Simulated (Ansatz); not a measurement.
# graphene monolayer: molecular dynamics, part 2 of 2

The plan is to see how the atoms of the slab or sheet move when hot. The start is relaxed first. Runs: 90 steps of 1.5 fs under a Langevin thermostat at 500 K; 140 steps of 1 fs at constant energy, with velocities drawn for 750 K. The slab cell is 3×3, 1 layer thick.

Ansatz 0.2.0; DFT PBE+D3(BJ), plane waves, PAW, scalar-relativistic, no spin polarisation.

## (7) Run 2

140 steps of 1 fs at constant energy, with velocities drawn for 750 K, starting from the last frame of an earlier run, with new velocities.

Input file input.yaml:

```yaml
crystal:
  lattice:
    - [7.398, 0.0, 0.0]
    - [-3.699, 6.406856, 0.0]
    - [0.0, 0.0, 12.0]
  atoms:
    - { symbol: C, position: [0.01887078, 0.01146471, 0.0714058] }
    - { symbol: C, position: [0.24728433, 0.12228766, 0.07127327] }
    - { symbol: C, position: [0.01903313, 0.34256014, 0.07563758] }
    - { symbol: C, position: [0.23726551, 0.44761198, 0.0755201] }
    - { symbol: C, position: [0.02351849, 0.67727924, 0.07499372] }
    - { symbol: C, position: [0.24152194, 0.7825597, 0.07494597] }
    - { symbol: C, position: [0.35566661, 0.00682132, 0.07459486] }
    - { symbol: C, position: [0.57464246, 0.12125976, 0.07671111] }
    - { symbol: C, position: [0.35581976, 0.34013223, 0.06965732] }
    - { symbol: C, position: [0.581351, 0.45064833, 0.07576615] }
    - { symbol: C, position: [0.34557585, 0.66944715, 0.06296111] }
    - { symbol: C, position: [0.57169528, 0.78378565, 0.07575218] }
    - { symbol: C, position: [0.67731725, -0.00254679, 0.08087523] }
    - { symbol: C, position: [0.90057287, 0.11145185, 0.0741656] }
    - { symbol: C, position: [0.68750385, 0.34288806, 0.07561502] }
    - { symbol: C, position: [0.91382689, 0.45586399, 0.07665823] }
    - { symbol: C, position: [0.69081295, 0.67876361, 0.07311796] }
    - { symbol: C, position: [0.91079227, 0.78897841, 0.07487259] }
basis:
  ecutwfc: 420.0
kpoints:
  mp_grid: { grid: [2, 2, 1] }
hamiltonian:
  xc: pbe
  dispersion: d3bj
scf:
  occupations: { method: fermi_dirac, width: 0.05 }
  lower_state_search: "off"
md:
  timestep: 1
  n_steps: 140
  ensemble: nve
  temperature: 750.0
  initial_velocities: maxwell_boltzmann
  seed: 792154
```

Command:

```sh
> ansatz run input.yaml --threads 1 --pin off --max-ram 3072MiB --backend cpu --events-out ev --progress --plain --runs-dir out
```

Standard output, shortened:

```text
Warning: md: disabling space-group detection — thermal motion breaks the input geometry's symmetry, so no spatial operation reduces the k-mesh or symmetrises the density; time reversal is kept, so that k and −k are solved as one point where they differ and the mesh holds both, and exact [...]
Warning: RAYON_NUM_THREADS=1 ignored (pool sized by the plan → 1); use --threads N
[...]
Pseudopotentials: kind: paw
Pseudopotential: C, paw, valence charge 4, recommended cutoff 420 eV (normal), C.paw.azcp
Functional definition: PBE
[...]
Crystal: 18 atoms, lattice volume = 568.775 Å³
Basis set: ecut = 420 eV, 11177 PW (Γ), exchange–correlation on 100×100×162 points (8 copies of the dense FFT grid, shifted against one another)
Bands: 54, of which v1, the nominal top of the filled ones, is band 36 counted from 1 (35 counted from 0)
Symmetry: 1 space group operations
k-points: 4
[...]
SCF iter   1: F=—  HF=-4517.611111 eV  |F-HF|=—  |Δ(HF+E_count)|=         —  Δρ=2.72e-3  dr2=4.17e-2  ethr=1.77e-3  ⟨swp⟩=15.0  Hψ=1799  notcnv=0  defer=15
[...]
md step     0: t =     0.00 fs  T =   750.0 K  F+E_penalty+E_count = -4517.60565772 eV  E_kin = 1.648065 eV  conserved = -4515.95759273 eV  (8 SCF iters)
[...]
md step     2: t =     2.00 fs  T =   677.5 K  F+E_penalty+E_count = -4517.44339005 eV  E_kin = 1.488836 eV  conserved = -4515.95455412 eV  (7 SCF iters)
[...]
md step     4: t =     4.00 fs  T =   518.4 K  F+E_penalty+E_count = -4517.08830455 eV  E_kin = 1.139212 eV  conserved = -4515.94909243 eV  (8 SCF iters)
[...]
md step     6: t =     6.00 fs  T =   415.6 K  F+E_penalty+E_count = -4516.86098009 eV  E_kin = 0.913254 eV  conserved = -4515.94772571 eV  (4 SCF iters)
[...]
md step     8: t =     8.00 fs  T =   411.6 K  F+E_penalty+E_count = -4516.85506866 eV  E_kin = 0.904559 eV  conserved = -4515.95050934 eV  (4 SCF iters)
md step     9: t =     9.00 fs  T =   427.2 K  F+E_penalty+E_count = -4516.89025889 eV  E_kin = 0.938701 eV  conserved = -4515.95155798 eV  (4 SCF iters)
md step    10: t =    10.00 fs  T =   443.0 K  F+E_penalty+E_count = -4516.92536992 eV  E_kin = 0.973512 eV  conserved = -4515.95185759 eV  (8 SCF iters)
```

## (8) The log goes on: dynamics from the last frame of the run before

Output, continued, shortened:

```text
md step    11: t =    11.00 fs  T =   456.0 K  F+E_penalty+E_count = -4516.95371544 eV  E_kin = 1.002052 eV  conserved = -4515.95166382 eV  (4 SCF iters)
[...]
md step    24: t =    24.00 fs  T =   481.3 K  F+E_penalty+E_count = -4517.00885522 eV  E_kin = 1.057645 eV  conserved = -4515.95120975 eV  (4 SCF iters)
[...]
md step    37: t =    37.00 fs  T =   462.6 K  F+E_penalty+E_count = -4516.96806201 eV  E_kin = 1.016597 eV  conserved = -4515.95146487 eV  (4 SCF iters)
[...]
md step    50: t =    50.00 fs  T =   559.7 K  F+E_penalty+E_count = -4517.18128476 eV  E_kin = 1.229828 eV  conserved = -4515.95145680 eV  (8 SCF iters)
[...]
md step   139: t =   139.00 fs  T =   566.3 K  F+E_penalty+E_count = -4517.19737740 eV  E_kin = 1.244445 eV  conserved = -4515.95293254 eV  (5 SCF iters)
[...]
md step   140: t =   140.00 fs  T =   556.5 K  F+E_penalty+E_count = -4517.17636174 eV  E_kin = 1.222880 eV  conserved = -4515.95348143 eV  (8 SCF iters)
SCF converged after 8 iterations
Free energy (F): -4517.176362 eV
[...]
E sigma→0 (E₀):  -4517.158625 eV
Entropy (-TS):   -0.035473 eV (-1.971 meV/atom)
Fermi energy:    -1.119794 eV
[...]
--- Forces (eV/Å), atoms counted from 1 ---
  atom   1  C      1.07970716    -1.44166129     0.25147989
  atom   2  C      1.93970952    -1.44539919     1.15641150
  atom   3  C      0.29277913    -0.52753713    -0.11290995
  atom   4  C     -3.46969902    -0.81303426     0.42677786
  atom   5  C     -2.64807753    -0.94339613    -0.82695356
  atom   6  C      0.05183196    -0.74078306     0.29110152
  atom   7  C     -1.53829768     0.69067557    -1.19982268
  atom   8  C      0.39184307     1.62681928     0.87240153
[...]
--- MD trajectory: 140 steps, t = 0.0 → 140.0 fs ---
  final state: T = 556.5 K   F+E_penalty+E_count = -4517.17636174 eV   E_kin = 1.222880 eV
  conserved energy: peak-to-peak 9.956e-3 eV (5.531e-4 eV/atom) over 140.0 fs
```

Wall time 9.5 min (1 thread of Arm Neoverse V2, shared host); peak memory 0.66 GiB.

## (9) What the atoms did

One step in 8; energies are changes from step 0; msd is the mean square displacement from the start, the centre of mass held:

```csv
time (fs),T (K),potential energy change (meV/atom),total energy change (meV/atom),msd C (Å²)
0.0,750,0.0,0.00,0.000
8.0,412,41.7,0.39,0.006
16.0,487,32.5,0.37,0.010
24.0,481,33.2,0.35,0.010
32.0,549,24.9,0.33,0.009
40.0,385,45.1,0.51,0.010
48.0,578,21.3,0.28,0.007
56.0,501,30.8,0.38,0.007
64.0,552,24.5,0.35,0.007
72.0,476,33.8,0.38,0.010
80.0,495,31.5,0.38,0.014
88.0,408,42.2,0.52,0.016
96.0,547,25.0,0.24,0.015
104.0,506,30.1,0.36,0.014
112.0,414,41.5,0.55,0.011
120.0,606,17.9,0.26,0.005
128.0,462,35.6,0.40,0.003
136.0,537,26.4,0.41,0.004
140.0,557,23.8,0.23,0.006
```

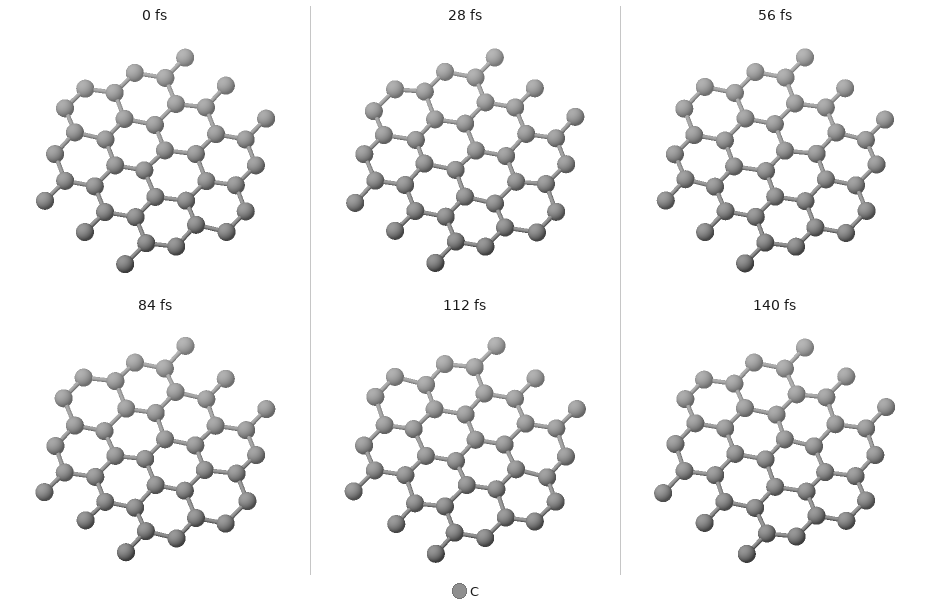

Six frames of the run, seen from above, slightly tilted. Each atom of the cell is drawn once, with copies of the slab's atoms added to fill out the patch. Atoms are followed across the cell's faces. Sticks are the contacts of the first frame, kept unless stretched by 40 %.

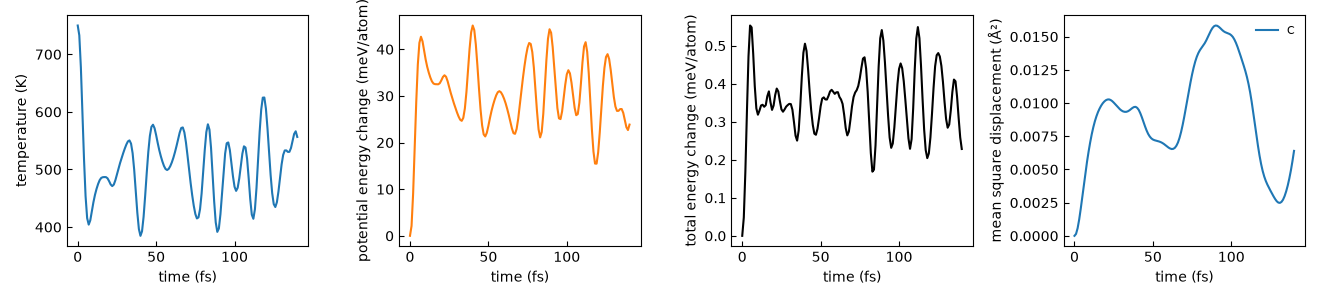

Time series of the run, each on its own scale.

## (10) Positions and forces

Extended XYZ, with forces in eV/Å:

```xyz
18
Lattice="7.398 0.000 0.000 -3.699 6.407 0.000 0.000 0.000 12.000" Properties=species:S:1:pos:R:3:forces:R:3 pbc="T T T" time_fs=23.0 T=474 dE=0.6139
C     0.082    0.003    0.877    0.979    2.504    0.400
C     1.355    0.747    0.872   -1.577   -0.178   -0.176
C    -1.148    2.236    0.962    3.611   -2.793   -0.165
C     0.109    2.917    0.765    0.745   -0.034    1.743
C    -2.367    4.322    0.918    0.281   -1.160   -0.243
C    -1.167    4.993    0.878    2.811    0.790   -0.038
C     2.537    0.016    0.827    1.344    1.481    0.733
C     3.779    0.797    0.934    1.163   -3.009   -0.464
C     1.351    2.196    0.865    1.008   -0.753   -0.499
C     2.614    2.881    0.889   -1.805    0.375    0.056
C     0.166    4.304    0.876   -1.359    1.157   -1.234
C     1.450    5.041    0.775   -4.515    0.353    0.949
C     5.074    0.070    0.896   -1.117    0.039    0.403
C     6.265    0.773    1.028    0.470   -0.005   -1.445
C     3.837    2.173    1.002   -0.597    0.157   -0.196
C     5.094    2.872    1.019   -3.633    2.533   -0.374
C     2.597    4.322    0.813    0.580   -1.592    0.001
C     3.789    5.026    0.818    1.610    0.137    0.550
18
Lattice="7.398 0.000 0.000 -3.699 6.407 0.000 0.000 0.000 12.000" Properties=species:S:1:pos:R:3:forces:R:3 pbc="T T T" time_fs=47.0 T=574 dE=0.3915
C     0.178    0.020    0.924   -0.667    0.857   -0.959
C     1.388    0.764    0.870   -1.244   -0.769    0.774
C    -1.133    2.161    0.982    1.282   -0.318   -0.552
C     0.127    2.867    0.984   -2.213    2.102   -1.238
C    -2.348    4.336    0.888   -0.403   -1.175    0.032
C    -1.136    5.110    0.811    0.579   -3.794    1.020
C     2.607    0.070    0.939   -0.082    0.708   -1.145
C     3.841    0.783    0.908    0.826   -1.697    0.378
C     1.303    2.181    0.848    2.474    0.501    0.498
C     2.536    2.934    0.836    0.679   -1.665    0.377
C     0.099    4.309    0.833    0.265    0.382    0.725
C     1.336    5.010    0.846   -1.172    1.011   -0.307
C     5.083    0.034    0.869   -0.425    1.625   -0.325
C     6.346    0.772    0.833   -1.907   -1.831    1.300
C     3.795    2.167    0.954    0.337    1.814   -0.825
C     5.049    2.833    0.951   -0.789    2.831   -0.063
C     2.539    4.333    0.834    1.483   -1.385    0.467
C     3.806    5.005    0.906    0.977    0.804   -0.159
18
Lattice="7.398 0.000 0.000 -3.699 6.407 0.000 0.000 0.000 12.000" Properties=species:S:1:pos:R:3:forces:R:3 pbc="T T T" time_fs=70.0 T=524 dE=0.5020
C     0.068    0.109    0.829    1.316   -1.151    1.390
C     1.329    0.790    0.949    0.116   -2.998   -1.132
C    -1.101    2.198    0.848    0.295   -0.721    0.413
C     0.160    2.845    0.903   -2.106    1.879    0.345
C    -2.329    4.342    0.904   -0.669   -0.745    0.096
C    -1.065    5.058    0.979   -1.583   -3.059   -0.992
C     2.595    0.004    0.853   -2.502    2.869    1.218
C     3.749    0.722    0.866    3.037    0.601   -1.075
C     1.358    2.145    0.981    1.867    2.538   -0.480
C     2.643    2.917    0.918   -0.931   -1.004   -0.224
C     0.122    4.316    0.924    0.453   -1.424    0.038
C     1.330    5.009    0.894    0.974    0.067    0.311
C     4.972   -0.019    0.855    1.679    2.934    0.487
C     6.245    0.783    0.905   -0.682   -1.117   -1.027
C     3.837    2.166    0.748   -0.771    1.124    1.527
C     5.066    2.902    0.822   -0.483    1.093   -0.099
C     2.621    4.347    0.939   -0.771   -1.420   -0.481
C     3.817    5.054    0.897    0.760    0.535   -0.317
18
Lattice="7.398 0.000 0.000 -3.699 6.407 0.000 0.000 0.000 12.000" Properties=species:S:1:pos:R:3:forces:R:3 pbc="T T T" time_fs=93.0 T=496 dE=0.5631
C     0.106   -0.008    0.981    1.415    1.528   -1.512
C     1.344    0.782    0.886    0.691   -2.979    0.998
C    -1.146    2.205    0.770    3.155   -0.358    0.465
C     0.092    2.945    0.896   -0.321   -0.696    0.071
C    -2.364    4.281    0.883    0.089    0.590   -0.542
C    -1.152    4.984    0.917    1.938    1.717    0.602
C     2.621    0.005    0.927   -1.752    3.188   -1.343
C     3.826    0.801    0.736    0.173   -2.777    2.071
C     1.302    2.171    0.920    1.627    0.716    0.026
C     2.577    2.856    0.952   -0.547    0.975   -0.623
C     0.121    4.370    1.012   -0.199   -1.518   -0.751
C     1.391    5.086    1.012   -1.155   -0.837   -0.662
C     5.101    0.085    0.879   -0.916   -0.558   -0.614
C     6.343    0.747    0.831   -1.778    0.953    0.427
C     3.823    2.195    0.856   -1.421   -0.344   -0.801
C     5.056    2.900    0.769   -0.969   -0.328    0.692
C     2.584    4.301    0.913   -0.888   -0.187    0.703
C     3.791    4.982    0.873    0.858    0.915    0.793
18
Lattice="7.398 0.000 0.000 -3.699 6.407 0.000 0.000 0.000 12.000" Properties=species:S:1:pos:R:3:forces:R:3 pbc="T T T" time_fs=117.0 T=604 dE=0.3253
C     0.133    0.051    0.854    0.067    0.338    0.657
C     1.330    0.795    0.912    2.397   -1.823   -1.010
C    -1.166    2.137    0.884    2.413    0.710   -0.094
C     0.153    2.866    0.927   -2.657    0.433   -0.533
C    -2.341    4.360    0.827   -1.381   -1.940    0.911
C    -1.159    5.029    0.851    2.954    1.105   -0.201
C     2.597    0.053    0.868   -1.201    0.719    1.111
C     3.854    0.799    0.996   -0.908   -2.019   -1.708
C     1.381    2.214    0.864   -1.047   -0.578    0.209
C     2.575    2.928    0.818    1.458   -0.816    1.167
C     0.103    4.274    0.888   -0.208    0.590    0.114
C     1.316    4.982    0.922    1.199    1.163    0.213
C     5.060    0.041    0.877   -1.150   -0.847    0.660
C     6.271    0.713    0.821   -0.137    1.508    0.536
C     3.834    2.184    0.863   -0.693    0.910    0.319
C     5.044    2.886    0.868    0.422    0.586   -0.202
C     2.583    4.312    1.003   -0.203    1.003   -1.317
C     3.852    5.065    0.970   -1.325   -1.042   -0.831
18
Lattice="7.398 0.000 0.000 -3.699 6.407 0.000 0.000 0.000 12.000" Properties=species:S:1:pos:R:3:forces:R:3 pbc="T T T" time_fs=140.0 T=557 dE=0.4293
C     0.068    0.091    0.839    1.080   -1.442    0.252
C     1.293    0.767    0.796    1.940   -1.445    1.156
C    -1.091    2.208    0.940    0.293   -0.527   -0.113
C     0.203    2.908    0.812   -3.470   -0.813    0.427
C    -2.300    4.338    0.948   -2.648   -0.943   -0.827
C    -1.086    5.039    0.873    0.052   -0.741    0.291
C     2.579    0.019    0.916   -1.538    0.691   -1.200
C     3.790    0.707    0.895    0.392    1.627    0.872
C     1.369    2.146    0.872   -0.407    1.773   -0.134
C     2.575    2.889    0.968    1.407   -0.234   -1.356
C     0.154    4.334    0.782   -1.142   -0.730    0.569
C     1.318    5.038    0.842    2.942    0.358   -0.113
C     5.019    0.042    0.982    0.567   -0.144   -0.561
C     6.255    0.778    1.014   -0.086    0.751   -1.016
C     3.795    2.138    0.940    1.122    1.842    0.239
C     5.042    2.890    0.957    0.009    0.383   -0.085
C     2.594    4.303    0.799    0.285    0.673    1.306
C     3.841    5.054    0.838   -0.798   -1.076    0.290
```

On run 2: The temperature starts at 750 K and averages 499 K in the second half, where it ranges from 392 to 625 K. The total energy strays from its start by at most 0.55 meV/atom, 0.9 % of the mean kinetic energy, so a step of 1 fs is short enough over this time. No atom gets farther than 0.30 Å from its start, with the drift of the whole removed, against a typical distance of 1.4 Å between sites at the start.

## (11) What came out

The summary covers parts 1 to 2.

| quantity | value |
| --- | --- |
| relaxation of the start | 0 moves, 0.000 eV lower |
| run 1: length | 90 steps of 1.5 fs |
| run 1: temperature, first and last step | 472 and 481 K |
| run 1: temperature, second half | mean 398 K, from 261 to 506 K |
| run 1: potential energy, second half | +45 meV/atom from this run's first step |
| run 1: mean square displacement, second half | C 0.008 Å² |
| run 2: length | 140 steps of 1 fs |
| run 2: temperature, first and last step | 750 and 557 K |
| run 2: temperature, second half | mean 499 K, from 392 to 625 K |
| run 2: potential energy, second half | +31 meV/atom from this run's first step |
| run 2: largest change of the total energy | 0.55 meV/atom |
| run 2: mean square displacement, second half | C 0.010 Å² |

Mean temperatures of the second halves: 398 K, 499 K. In the last run: no atom gets farther than 0.30 Å from its start, with the drift of the whole removed, against a typical distance of 1.4 Å between sites at the start. 140 fs on 18 atoms is far too short and small for converged averages.
